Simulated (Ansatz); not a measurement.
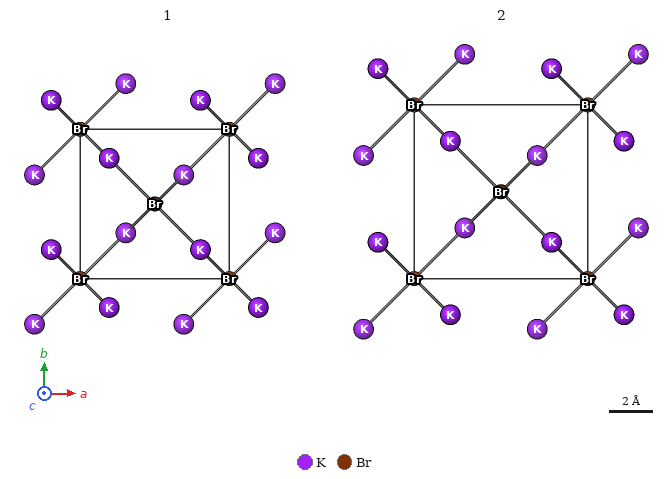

Two geometries of crystalline K2Br (built on the rutile_136 type) (coarse preliminary run), drawn at one scale. One is the start of a relaxation, the other its converged end. A ball-and-stick model of the cell of the calculation, seen along the c axis.

Theory: DFT PBE, scalar-relativistic, plane waves, PAW (Ansatz 0.2.0). Settings: plane-wave cutoff 420 eV; k-point mesh 4 × 4 × 4; occupations gaussian; smearing width 0.1 eV; no spin polarisation; cell and atoms relaxed; force threshold 0.04 eV/Å; at most 70 steps.

**Which one is relaxed?**

Structure 2 is the relaxed one. Case: anti-rutile type (P4_2/mnm, No. 136). Over 4 accepted moves (6 points after the start) the energy falls by 272 meV per atom. Largest force component: 0.34 eV/Å at the start, 0.0061 eV/Å at the end. The pressure goes from 6.83 to 0.07 GPa. At 2 points the geometry stayed and the basis and grid were re-selected for the new cell (energy shift of 2.3 meV per atom at most each time). The largest moves relative to the cell, 0.17 Å, are those of K atoms. Br stays in place. The volume changes by +43.4 %, with a = b 6.978 → 8.118 Å (+16.3 %), c 4.495 → 4.763 Å (+6.0 %). Among the contacts that change: Br–K 2.952 → 3.377 Å, Br–K 3.020 → 3.345 Å. Among the angles between lasting bonds that change: K–Br–K 99.1° → 89.7°, Br–K–Br 99.1° → 89.7°, K–Br–K 80.9° → 90.3°. The space group stays P4_2/mnm (No. 136). The run took 33 s on 1 thread of Intel(R) Xeon(R) 6975P-C (Granite Rapids) (shared host), peak memory 0.58 GiB.
